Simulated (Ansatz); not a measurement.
# Two runs on Ga

System: Ga (P2₁/m, 2 atoms in the cell).
Method of the first run: Kohn-Sham DFT of a periodic cell, PBE, all-electron LAPW, scalar-relativistic, no spin polarisation (Ansatz 0.2.0).

The structure derives from a Materials Project entry. Text and figures count atoms from 1; the logs count them from 0 in places.

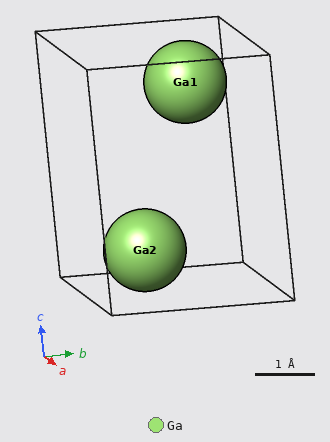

Figure 1. The structure as given in the input (spheres-only view of the cell of the calculation, seen slightly off an axis; atoms are numbered from 1 in the order of the input).

**Input file, the first run**
```yaml
crystal:
  lattice:
    - [2.7784220849, 0.0, 0.0]
    - [0.0, 3.28160879, 0.0]
    - [-1.3434310986, 0.0, 3.9902731763]
  atoms:
    - { symbol: Ga, position: [0.13459627, 0.75, 0.77016683] }
    - { symbol: Ga, position: [0.86540373, 0.25, 0.22983317] }
kpoints:
  mp_grid: { grid: [10, 8, 7] }
scf:
  occupations: { method: fermi_dirac, width: 0.05 }
hamiltonian:
  xc: pbe
  pseudopotentials: { kind: all_electron, lapw: { basis_error: 0.001 } }
output:
  forces: true
  stress: true
relax:
  f_tol: 0.005
  max_steps: 60
  cell: {}
```

Command:
```bash
ansatz run input.yaml --threads 1 --pin off --max-ram 3072MiB --backend cpu --events-out ev --progress --plain --runs-dir out
```

Hardware: 1 thread of Arm Neoverse V1, 24 GiB of memory available, shared host.

**Output, shortened to warnings, some set-up lines, iterations and results (the first run)**
```
Basis set: ecut = 270.54225990952364 eV, 377 PW (Γ), exchange–correlation at level 2
Symmetry: 4 space group operations
k-points: 180 of 560
Initial density: superposition of atomic densities (chi_scale 0.1, normalization cell)
[...]
SCF iter   1: F=—  HF=-105799.720830 eV  |F-HF|=—  |Δ(HF+E_count)|=         —  Δρ=1.32e-2  dr2=3.94e-2  ethr=9.35e-5  ⟨swp⟩=3.0  Hψ=31253  notcnv=0
SCF iter   2: F=—  HF=-105799.664214 eV  |F-HF|=—  |Δ(HF+E_count)|=   5.66e-2  Δρ=7.88e-3  dr2=1.68e-2  ethr=9.35e-5  ⟨swp⟩=2.0  Hψ=14040  notcnv=0
SCF iter   3: F=—  HF=-105799.654133 eV  |F-HF|=—  |Δ(HF+E_count)|=   1.01e-2  Δρ=4.43e-3  dr2=4.96e-3  ethr=3.99e-5  ⟨swp⟩=2.0  Hψ=13168  notcnv=0
SCF iter   4: F=—  HF=-105799.653521 eV  |F-HF|=—  |Δ(HF+E_count)|=   6.12e-4  Δρ=1.88e-3  dr2=9.07e-4  ethr=1.18e-5  ⟨swp⟩=2.0  Hψ=13168  notcnv=0
SCF iter   5: F=—  HF=-105799.653370 eV  |F-HF|=—  |Δ(HF+E_count)|=   1.51e-4  Δρ=4.41e-4  dr2=6.01e-5  ethr=1.43e-7  ⟨swp⟩=2.0  Hψ=22736  notcnv=0
[... 32 lines ...]
relax step   5: F+E_penalty+E_count = -105799.67895801 eV  Δ(F+E_penalty+E_count) = -3.661e-5 eV  max|allowed force component| = 2.834e-3 eV/Å  Δτ_max = 0.0030 Å  P = -0.002 …
SCF iter   1: F=—  HF=-105799.678969 eV  |F-HF|=—  |Δ(HF+E_count)|=         —  Δρ=5.65e-6  dr2=2.26e-9  ethr=7.83e-12  ⟨swp⟩=5.7  Hψ=40523  notcnv=0  reapply=174
SCF iter   2: F=-105799.678969 eV  HF=-105799.678969 eV  |F-HF|=2.74e-8  |Δ(HF+E_count)|=   7.36e-8  Δρ=3.11e-6  dr2=1.07e-9  ethr=5.39e-12  ⟨swp⟩=2.9  Hψ=13389  notcnv=0
SCF 6 converged in 2 iterations: F = -105799.678969 eV  dr2 = 1.07e-9
relax step   6: F+E_penalty+E_count = -105799.67896930 eV  Δ(F+E_penalty+E_count) = -1.129e-5 eV  max|allowed force component| = 2.828e-3 eV/Å  Δτ_max = 0.0000 Å  P = -0.002 …
basis re-selected at this cell: Δ(F+E_penalty+E_count) = -1.129e-5 eV, ΔP = -0.000 GPa vs the last step (what re-selecting the basis moved, after the strain that the cell walked since its last selection, with what the two solves' SCF thresholds leave and, on support functions, any second-order …
SCF converged after 2 iterations
Free energy (F): -105799.678969 eV
Harris-Foulkes:  -105799.678969 eV  (|F-HF|=2.74e-8)
Internal energy: -105799.675238 eV  (E = F + TS)
E sigma→0 (E₀):  -105799.677103 eV
Entropy (-TS):   -0.003732 eV (-1.866 meV/atom)
Fermi energy:    11.413192 eV
--- Per-component energies (eV) ---
  E_band       = -1551.521437
  E_kinetic    = 107880.063444
  E_xc         = -4118.569899
  E_electrostatic = -209561.168782  (all electrons and nuclei)
  E_smearing   = -0.003732  (= −TS)
  E_closure    = 0.000000  (closes the sum)
  E_atoms      = -105793.889118  (free atoms, spherical and without spin; not in F)
  Σ components = -105799.678969   (vs F -105799.678969, Δ=0.00e0)
  Basis errors (estimates in eV, not in F): energy 3.0e-4 per atom: plane waves 2.7e-4 (1.5e-4 summed), levels above the bands 1.4e-34, relativity 1.7e-8, radial functions 2.1e-5, core shells 8.5e-11; eigenvalues (radial functions only) 1.2e-6; not estimated: angular momenta, meshes, grids; target …
--- Forces (eV/Å), atoms counted from 1 ---
  atom   1  Ga    -0.00282846     0.00000000    -0.00047835
  atom   2  Ga     0.00282846    -0.00000000     0.00047835
  max |Σ_I F_I| component: 5.42e-20 eV/Å
--- Stress (GPa, compression-positive) ---
       -0.035886       0.000000       0.026227
        0.000000       0.015930       0.000000
        0.026227       0.000000       0.013785
  P = ⅓ Tr σ = -0.0021 GPa (-0.021 kbar)
--- Relaxed structure (5 steps of the walk, 5 accepted, 1 SCFs on fresh bases) ---
  F+E_penalty+E_count = -105799.67896930 eV   max|allowed force component| = 2.828e-3 eV/Å   (the final SCF, on the basis selected at the relaxed cell)
  cell:  # Å, volume = 38.4306 Å³
    - [2.847100084264791, 9.769686055508114e-19, -0.03677983624285797]
    - [1.1539027064870814e-18, 3.2712153584020855, 2.3078054129742364e-18]
    - [-1.4294604155363706, 2.333789840579255e-18, 4.144807562973471]
  atoms:
    - { symbol: Ga, position: [0.123971652295921, 0.7499999999999999, 0.7682535414882552] }
[...]
```

The input of the second run differs as follows (lines with − go, lines with + come):
```diff
+  dispersion: d4
```

Predict how the results change.

The total energies belong to different models, so their difference says nothing on which is more stable or more accurate. The volume per atom goes from 19.22 to 17.85 Å³. The SCF takes 55 iterations over all geometry steps against 30. On the same kind of shared host the second run took about 1.7 times as long.

**Output, shortened to warnings, some set-up lines, iterations and results (the second run)**
```
Basis set: ecut = 270.54225990952364 eV, 377 PW (Γ), exchange–correlation at level 2
Symmetry: 4 space group operations
k-points: 180 of 560
Initial density: superposition of atomic densities (chi_scale 0.1, normalization cell)
[...]
SCF iter   1: F=—  HF=-105800.713546 eV  |F-HF|=—  |Δ(HF+E_count)|=         —  Δρ=1.32e-2  dr2=3.94e-2  ethr=9.35e-5  ⟨swp⟩=3.0  Hψ=31253  notcnv=0
SCF iter   2: F=—  HF=-105800.656931 eV  |F-HF|=—  |Δ(HF+E_count)|=   5.66e-2  Δρ=7.88e-3  dr2=1.68e-2  ethr=9.35e-5  ⟨swp⟩=2.0  Hψ=14040  notcnv=0
SCF iter   3: F=—  HF=-105800.646849 eV  |F-HF|=—  |Δ(HF+E_count)|=   1.01e-2  Δρ=4.43e-3  dr2=4.96e-3  ethr=3.99e-5  ⟨swp⟩=2.0  Hψ=13168  notcnv=0
SCF iter   4: F=—  HF=-105800.646238 eV  |F-HF|=—  |Δ(HF+E_count)|=   6.12e-4  Δρ=1.88e-3  dr2=9.07e-4  ethr=1.18e-5  ⟨swp⟩=2.0  Hψ=13168  notcnv=0
SCF iter   5: F=—  HF=-105800.646087 eV  |F-HF|=—  |Δ(HF+E_count)|=   1.51e-4  Δρ=4.41e-4  dr2=6.01e-5  ethr=1.43e-7  ⟨swp⟩=2.0  Hψ=22736  notcnv=0
[... 65 lines ...]
relax step   9: F+E_penalty+E_count = -105800.65519603 eV  Δ(F+E_penalty+E_count) = -4.508e-5 eV  max|allowed force component| = 1.825e-3 eV/Å  Δτ_max = 0.0051 Å  P = +0.003 …
SCF iter   1: F=—  HF=-105800.655222 eV  |F-HF|=—  |Δ(HF+E_count)|=         —  Δρ=8.56e-6  dr2=8.92e-9  ethr=2.87e-11  ⟨swp⟩=5.3  Hψ=38880  notcnv=0  reapply=155
SCF iter   2: F=-105800.655222 eV  HF=-105800.655222 eV  |F-HF|=4.17e-8  |Δ(HF+E_count)|=   1.12e-7  Δρ=5.07e-6  dr2=4.44e-9  ethr=2.12e-11  ⟨swp⟩=2.0  Hψ=13168  notcnv=0
SCF 10 converged in 2 iterations: F = -105800.655222 eV  dr2 = 4.44e-9
relax step  10: F+E_penalty+E_count = -105800.65522178 eV  Δ(F+E_penalty+E_count) = -2.575e-5 eV  max|allowed force component| = 1.834e-3 eV/Å  Δτ_max = 0.0000 Å  P = +0.003 …
basis re-selected at this cell: Δ(F+E_penalty+E_count) = -2.575e-5 eV, ΔP = -0.000 GPa vs the last step (what re-selecting the basis moved, after the strain that the cell walked since its last selection, with what the two solves' SCF thresholds leave and, on support functions, any second-order …
SCF converged after 2 iterations
Free energy (F): -105800.655222 eV
Harris-Foulkes:  -105800.655222 eV  (|F-HF|=4.17e-8)
Internal energy: -105800.651237 eV  (E = F + TS)
E sigma→0 (E₀):  -105800.653229 eV
Entropy (-TS):   -0.003985 eV (-1.992 meV/atom)
Fermi energy:    12.604984 eV
--- Per-component energies (eV) ---
  E_band       = -1506.099991
  E_kinetic    = 107882.748595
  E_xc         = -4119.505823
  E_electrostatic = -209562.883990  (all electrons and nuclei)
  E_disp       = -1.010019  (pairwise vdW)
  E_smearing   = -0.003985  (= −TS)
  E_closure    = 0.000000  (closes the sum)
  E_atoms      = -105793.889118  (free atoms, spherical and without spin; not in F)
  Σ components = -105800.655222   (vs F -105800.655222, Δ=0.00e0)
  Basis errors (estimates in eV, not in F): energy 3.3e-4 per atom: plane waves 3.0e-4 (1.7e-4 summed), levels above the bands 4.2e-35, relativity 1.2e-8, radial functions 2.4e-5, core shells 9.1e-11; eigenvalues (radial functions only) 1.4e-6; not estimated: angular momenta, meshes, grids; target …
--- Forces (eV/Å), atoms counted from 1 ---
  atom   1  Ga     0.00006014     0.00000000     0.00183385
  atom   2  Ga    -0.00006014    -0.00000000    -0.00183385
  max |Σ_I F_I| component: 0.00e0 eV/Å
--- Stress (GPa, compression-positive) ---
       -0.013600       0.000000      -0.005151
        0.000000       0.003690       0.000000
       -0.005151       0.000000       0.017978
  P = ⅓ Tr σ = 0.0027 GPa (0.027 kbar)
--- Relaxed structure (9 steps of the walk, 7 accepted, 1 SCFs on fresh bases) ---
  F+E_penalty+E_count = -105800.65522178 eV   max|allowed force component| = 1.834e-3 eV/Å   (the final SCF, on the basis selected at the relaxed cell)
  cell:  # Å, volume = 35.7051 Å³
    - [2.764762524739586, 1.0127900952850877e-17, -0.037723564239215]
    - [1.1962116545125661e-17, 3.173863622769619, 2.3924233090251418e-17]
    - [-1.391003657608877, 2.4193604805580653e-17, 4.0879448703821915]
  atoms:
    - { symbol: Ga, position: [0.12576806493118536, 0.7499999999999999, 0.7675605229341852] }
[...]
```

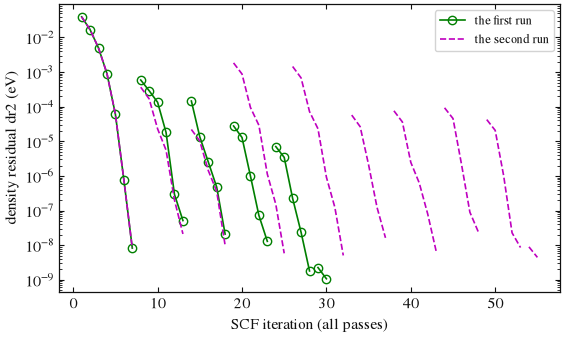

Figure 2. Convergence of the two runs: density residual dr2 against the SCF iteration. A break in a curve parts two SCF passes. The first run takes 30 iterations in all, and the second run takes 55.

**The two runs side by side**

| quantity | the first run | the second run |
| --- | --- | --- |
| outcome | converged | converged |
| free energy per atom (eV) | −52899.8395 | −52900.3276 |
| energy per atom, smearing taken to zero (eV) | −52899.8386 | −52900.3266 |
| pressure (GPa) | 0.00 | 0.00 |
| volume per atom (Å³) | 19.22 | 17.85 |
| largest force (eV/Å) | 0.003 | 0.002 |
| SCF iterations | 30 | 55 |
| irreducible k-points | 180 | 180 |
| wall time (shared host) | 2.1 min | 3.6 min |
